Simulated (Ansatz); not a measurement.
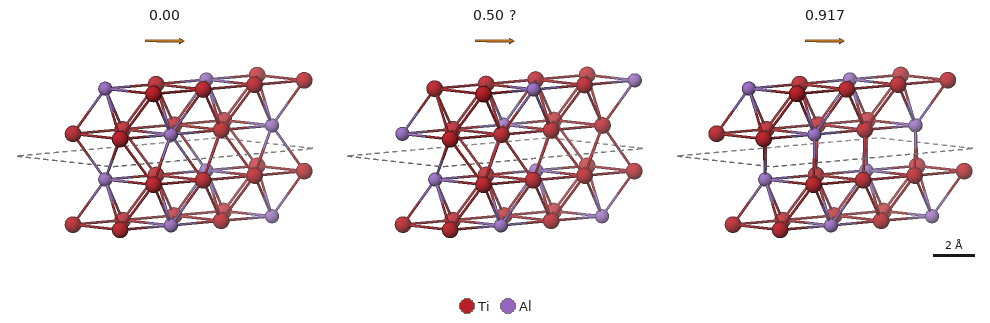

Solid Ti$_{3}$Al (P6_3/mmc): the crystal above a cut along the (0 0 1) plane of the conventional cell (between a plane of Al/Ti below and one of Al/Ti above, 2.30 Å apart) is slid rigidly by fractions of an in-plane lattice vector 9.85 Å long (a generalised stacking fault). One cut stands in each cell, which starts 9.2 Å high; nothing is relaxed, and the dashed outline marks the cut, the arrow on top the direction of slip. The picture is a ball-and-stick view of the layers on both sides of the cut, seen from the side, nearly along the cut plane.

The calculation used DFT PBEsol, scalar-relativistic, plane waves, PAW (Ansatz 0.2.0). (plane-wave cutoff 420 eV; k-point mesh 8 × 8 × 5; occupations gaussian; smearing width 0.15 eV; no spin polarisation). Energies (free energies at the smearing named) are counted from the relaxed crystal.

```csv
slip (fraction of the lattice vector),γ (mJ/m²)
0.0000,0
0.0833,915
0.1667,1744
0.2500,830
0.3333,95
0.4167,441
0.5000,?
0.5833,898
0.6667,1698
0.7500,921
0.8333,360
0.9167,531
```

Q: Fill in the missing row.

A: A straight line between the two neighbours gives 670 mJ/m². A cubic through the four nearest rows (0.3333, 0.4167, 0.5833, 0.6667) gives, with Lagrange weights, (−0.1664)(95) + (0.6664)(441) + (0.6664)(898) + (−0.1664)(1698) = 594 mJ/m². The calculation gives 287 mJ/m², so the cubic is 307 mJ/m² too high and the straight line 383 mJ/m² too high, as the curve bends upwards here. The cubic misses by much of the step between rows, so the curve changes faster here than four points can follow.

The whole profile:

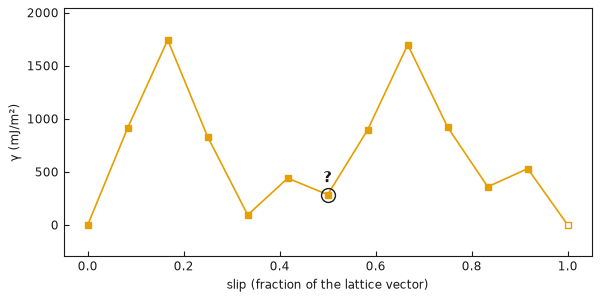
